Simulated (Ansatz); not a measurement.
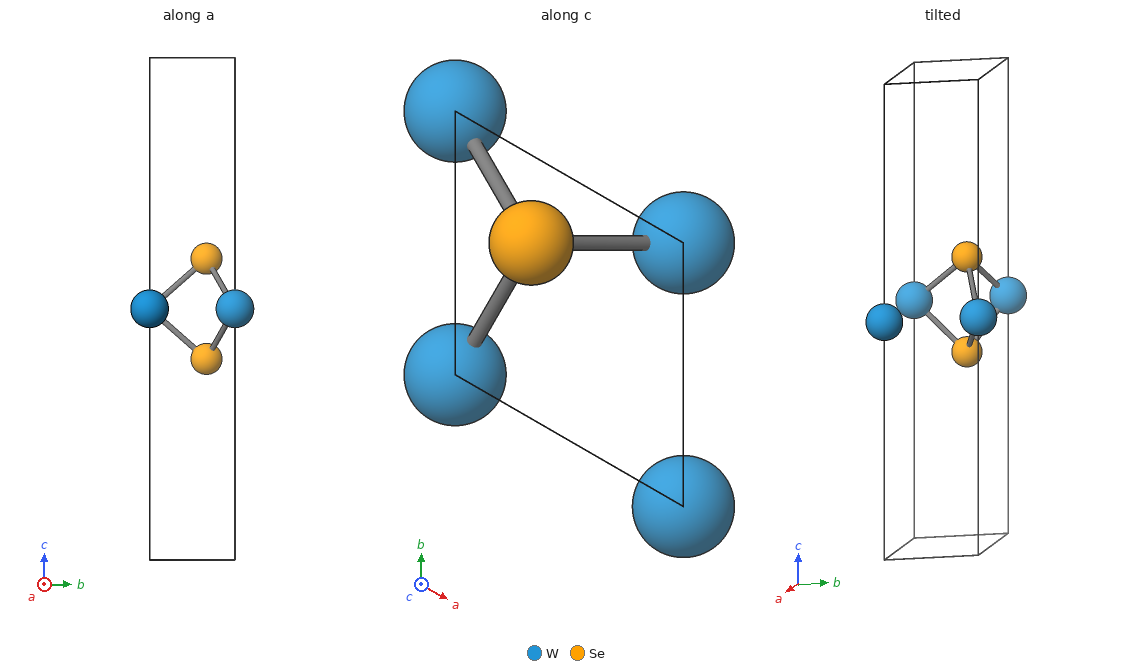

Drawn in the ball-and-stick manner and seen along the a axis, along the c axis and slightly off an axis. The outline marks the simulation cell.

Give a description of the structure.

- The material is WSe2.
- One cell contains 1 W, 2 Se, 3 atoms in all.
- Each W is bonded to six Se in a trigonal prismatic arrangement. About every Se there are three W in a trigonal pyramidal arrangement. Not all metal-metal contacts are counted.
- The bonds build WSe2 layers parallel to (001).

The initial geometry was a structure listed in the Materials Project. The cell was then strained or its atoms displaced on purpose. It was run through Ansatz as a DFT input.
